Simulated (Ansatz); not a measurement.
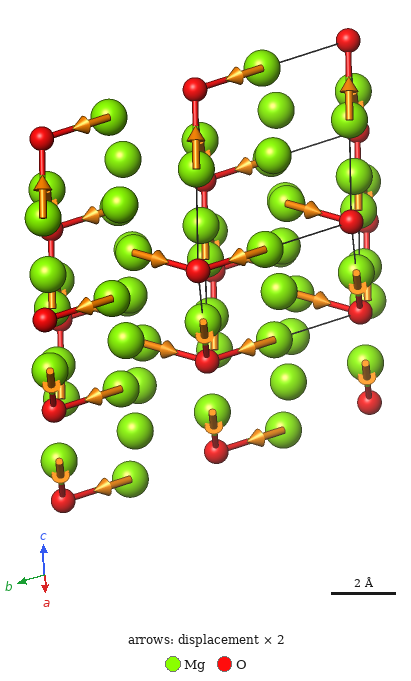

This is a relaxation of crystalline Mg$_{7}$O (a generated structure, set up in I-43m) (coarse preliminary run). The starting structure is drawn; orange arrows show the displacements (the part carried along by the change of the cell is left out), 2 times their true length.

The picture is a ball-and-stick view of the cell of the calculation, repeated 2 × 2 × 1 with one cell outlined, seen from a free direction.

These are results of DFT PBE, scalar-relativistic, plane waves, PAW (Ansatz), not measurements.

Input
```yaml
crystal:
  lattice:
    - [-3.36240192, 3.36240192, 3.36240192]
    - [3.36240192, -3.36240192, 3.36240192]
    - [3.36240192, 3.36240192, -3.36240192]
  atoms:
    - { symbol: Mg, position: [0.0, 0.5, 0.5] }
    - { symbol: Mg, position: [0.5, 0.0, 0.5] }
    - { symbol: Mg, position: [0.5, 0.5, 0.0] }
    - { symbol: Mg, position: [0.43802951, 0.43802951, 0.43802951] }
    - { symbol: Mg, position: [0.0, 0.0, 0.56197049] }
    - { symbol: Mg, position: [0.0, 0.56197049, 0.0] }
    - { symbol: Mg, position: [0.56197049, 0.0, 0.0] }
    - { symbol: O, position: [0.0, 0.0, 0.0] }
basis:
  ecutwfc: 420
kpoints:
  mp_grid: { grid: [4, 4, 4] }
hamiltonian:
  xc: pbe
scf:
  occupations: { method: gaussian, width: 0.1 }
  lower_state_search: "off"
output:
  forces: true
  stress: true
  eigenvalues: true
relax:
  adjacent_minimum: "off"
  f_tol: 0.04
  max_steps: 70
  cell: { stress_tol: 0.4 }
```

Run as
```bash
ansatz run input.yaml --threads 1 --pin off --max-ram 2560MiB --backend cpu --events-out ev --progress --plain --runs-dir out
```

Describe the change and its energy.

Answer. Over 5 accepted moves (7 points after the start) the energy falls by 2.050 eV per cell of the calculation. The largest force component goes from 0.37 to 0.0015 eV/Å. The pressure goes from 3.11 to 0.32 GPa. The line search rejected the trial step at point 4 of the run. The SCF was repeated once at an unchanged geometry on a basis and grid sized afresh for the cell, which shifted the energy by 42.4 meV per cell of the calculation at most. The largest moves relative to the cell, 0.71 Å, are those of Mg4, Mg5, Mg6 and Mg7. Mg4 goes along [−1 −1 −1]. O stays in place. The volume changes by +21.3 %, with a = b = c 5.824 → 6.211 Å (+6.6 %). Near-neighbour distances that change, for instance: Mg4–O8 2.551 → 2.011 Å, Mg1–Mg4 2.812 → 2.928 Å. The space group stays I-43m (No. 217).

Limits of the set-up: layers or molecules are held without a dispersion correction, so their spacing is unreliable.
